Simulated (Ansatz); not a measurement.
Read the following structure.

```
Sn O
1.0
     3.80799    0.00000    0.00000
     0.00000    3.80799    0.00000
     0.00000    0.00000   11.87292
Sn O
4 4
Direct
  0.50000 0.00000 0.30450
  0.50000 0.00000 0.88873
  0.00000 0.50000 0.69550
  0.00000 0.50000 0.11127
  0.00000 0.00000 0.79206
  0.00000 0.00000 0.20794
  0.50000 0.50000 0.20794
  0.50000 0.50000 0.79206
```

### What does this file describe?

The material is SnO. It is primitive tetragonal, space group P4/nmm (No. 129). Cell content 4 Sn, 4 O; Z = 4. Sn is linked to four O at 2.22 Å. Each O atom is coordinated by four Sn in a distorted tetrahedral arrangement at 2.22 Å. The bonds build SnO layers parallel to (001).

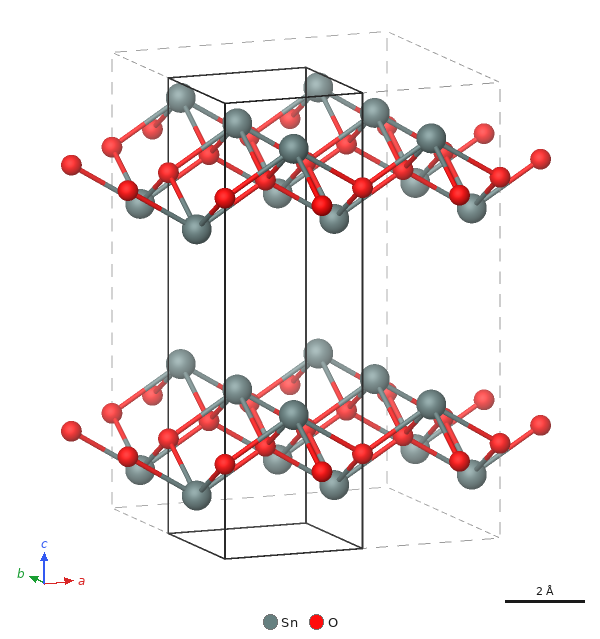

The figure gives a ball-and-stick picture of the atoms, viewed slightly off an axis. The picture spans 2×2×1 cells, one conventional unit cell being drawn with solid lines. Some atoms of the next cells are drawn as well.

Provenance: a structure listed in the Materials Project. The cell was then strained or its atoms displaced on purpose. It went into a calculation with Ansatz.
